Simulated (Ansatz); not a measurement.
Si31C32: several calculations on one system

## 1. Relaxation

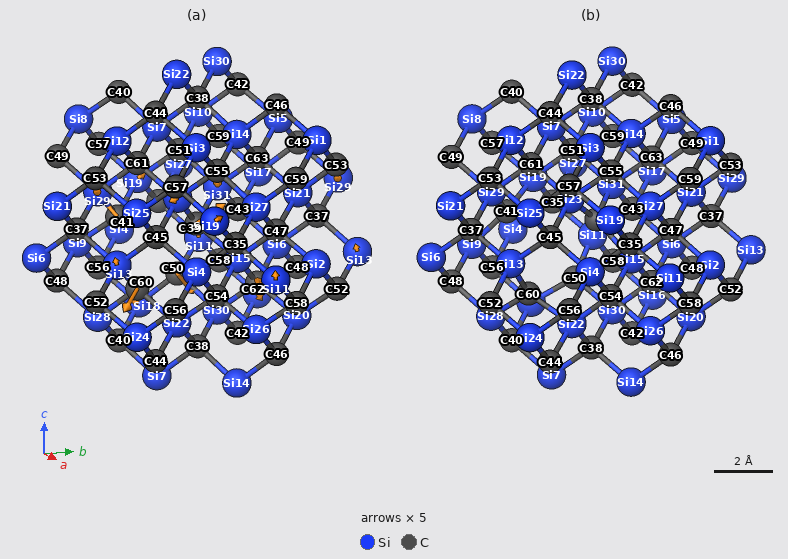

The structure of a defect cell of composition Si$_{31}$C$_{32}$ (cell charge +2) before (left) and after (right) a relaxation, at one scale. The orange arrows give the displacements, magnified 5 times.

Style: ball-and-stick. Shown: the atoms within 5.8 Å of the atom that moves most (axes of the cell of the calculation (origin shifted)), slightly off an axis.

Computed with Ansatz, DFT, PBEsol, PAW, plane waves. Set-up: plane-wave cutoff 420 eV; k-point mesh 1 × 1 × 1; collinear spin; atoms relaxed in a fixed cell; force threshold 0.03 eV/Å; at most 80 steps.

Summarise the run.

Answer. The atom that moves furthest is C39 (0.28 Å along [1 1 1]). By element the largest moves are C 0.28 Å, Si 0.08 Å. The cell doesn't change. Near-neighbour distances that change, for instance: Si19–C51 1.960 → 1.869 Å, Si7–C61 1.807 → 1.887 Å, Si15–C39 1.928 → 1.855 Å, Si30–C42 1.844 → 1.913 Å. Bond angles that change, for instance: C39–Si23–C55 111.9° → 100.2°, C39–Si31–C63 111.4° → 100.2°, Si18–C50–Si30 105.8° → 116.1°. Over 4 geometry steps the energy falls by 2.202 eV per cell of the calculation. The largest force component goes from 2.2 to 0.0033 eV/Å. The program noted that the starting moments weren't kept.

Limits of the set-up: the cell is charged, on a uniform background, and energies carry no finite-size correction.

## 2. Relaxation

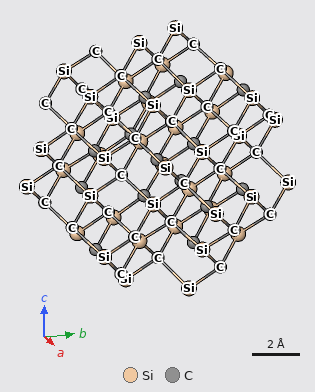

This is the input geometry for a relaxation of a defect cell of composition Si$_{31}$C$_{32}$. The picture is a ball-and-stick view of the atoms within 5.8 Å of the atom that moves most (axes of the cell of the calculation (origin shifted)), seen slightly off an axis.

These are results of Ansatz 0.2.0, DFT, PBEsol, PAW, plane waves, not measurements.

Settings: plane-wave cutoff 420 eV; k-point mesh 1 × 1 × 1; collinear spin; atoms relaxed in a fixed cell; force threshold 0.03 eV/Å; at most 80 steps.

```
Si C
1.0
     8.71371    0.00000    0.00000
     0.00000    8.71371    0.00000
     0.00000    0.00000    8.71371
Si C
31 32
Cartesian
  8.6989 0.0257 0.0134
  0.0038 8.7001 4.4022
  8.6936 4.3657 8.7065
  0.0297 4.3629 4.3611
  4.3891 0.0132 0.0403
  4.3536 8.6859 4.3382
  4.3764 4.3256 8.6919
  2.1848 2.1923 0.0002
  2.1569 2.1645 4.3757
  2.1995 6.5289 0.0082
  2.1685 6.5488 4.3255
  6.5578 2.1788 8.6954
  6.5522 2.1828 4.3390
  6.5319 6.5313 8.6829
  6.5703 6.5431 4.3507
  2.1832 8.6719 2.2358
  2.1770 0.0081 6.5062
  2.1935 4.3751 2.1531
  2.1601 4.3335 6.5122
  6.5340 8.7007 2.2197
  6.5211 0.0293 6.5188
  6.5360 4.3485 2.1971
  6.5258 4.3904 6.5683
  0.0236 2.2089 2.1912
  0.0098 2.1955 6.5361
  8.6890 6.5434 2.2172
  0.0001 6.5259 6.5112
  4.3437 2.1918 2.1396
  4.3428 2.1967 6.5391
  4.3547 6.5137 2.1536
  4.3767 6.5226 6.5119
  1.0865 1.0732 1.0765
  1.0912 1.1005 5.4516
  1.0792 5.4457 1.0977
  1.0800 5.4364 5.4716
  5.4434 1.1230 1.0787
  5.4505 1.0750 5.4675
  5.4689 5.4524 1.1335
  5.4329 5.4189 5.4284
  3.2785 3.2973 1.0817
  3.2588 3.2470 5.4221
  3.2873 7.5974 1.1106
  3.2664 7.6145 5.4414
  7.6023 3.2445 1.1008
  7.6294 3.2620 5.4516
  7.6003 7.6295 1.1108
  7.6296 7.6016 5.4423
  3.2355 1.0620 3.2921
  3.2364 1.0933 7.6537
  3.2587 5.4252 3.3036
  3.3018 5.4643 7.6353
  7.6346 1.0915 3.2848
  7.6187 1.0594 7.6341
  7.6464 5.4464 3.2604
  7.6234 5.4708 7.6556
  1.0987 3.2586 3.2685
  1.1119 3.2672 7.6018
  1.1056 7.6408 3.2762
  1.0795 7.6245 7.6298
  5.4361 3.2750 3.2658
  5.4366 3.2775 7.6714
  5.5016 7.5938 3.2488
  5.4355 7.6186 7.6118
```

What does the optimiser find from here?

After 5 geometry steps the energy has fallen by 1.889 eV per cell of the calculation. The largest force component goes from 1.7 to 0.0081 eV/Å. C39 moves most: 0.23 Å along [1 1 1]. Largest moves by element: C 0.23 Å, Si 0.07 Å. The cell doesn't change. Among the contacts that change: Si19–C51 1.960 → 1.872 Å, Si15–C39 1.928 → 1.840 Å, Si7–C61 1.807 → 1.890 Å, Si28–C48 1.958 → 1.883 Å. Bond angles that change, for instance: Si18–C50–Si30 105.8° → 114.6°, C39–Si23–C55 111.9° → 103.4°, C41–Si19–C57 109.7° → 101.4°. The program noted that the starting moments weren't kept. The run took 40 s on 7 threads of Arm Neoverse-V2, peak memory 1.2 GiB.

The end point in the same view:

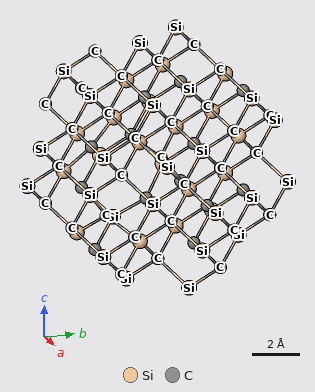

## 3. Defect

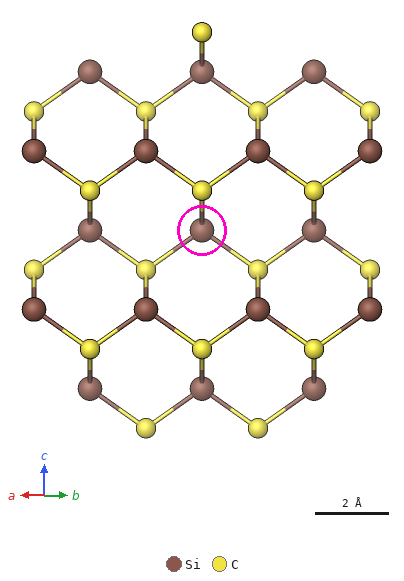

Perfect SiC. Style: ball-and-stick. Shown: the atoms within 6.0 Å of one point, in a slice 4.2 Å thick across the line of sight, along [110].

Theory: Ansatz, DFT, PBEsol, PAW, plane waves. Set-up: plane-wave cutoff 420 eV; k-point mesh 1 × 1 × 1; collinear spin. Fermi-Dirac smearing of 0.01 eV. A uniform background neutralises the charged cell. The axes drawn are those of the host's conventional cell.

A silicon atom is taken out (a vacancy) at the ringed place, in charge state −2. The supercell has 64 sites, and the atoms are relaxed at the host's cell.

Question: Predict the relaxed surroundings of the defect.

Answer: Around the empty Si site the host had 4 C at 1.89 Å; after relaxation the nearest atoms are 4 C at 2.06 to 2.09 Å. Of the host's atoms, a carbon atom moves furthest from its site, by 0.20 Å. The cell's net moment is 4.00 μB.

The relaxed defect, seen from the same direction:

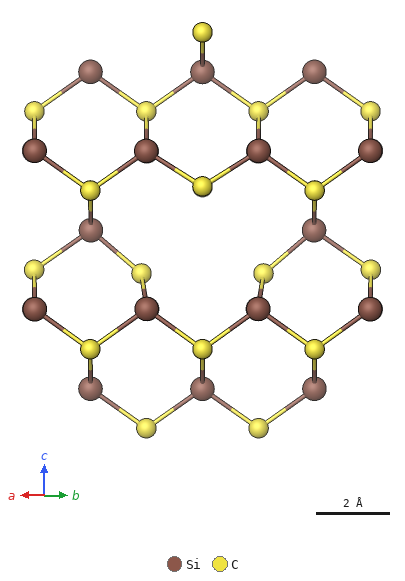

Limits of the set-up: the cell is charged, on a uniform background, and energies carry no finite-size correction.
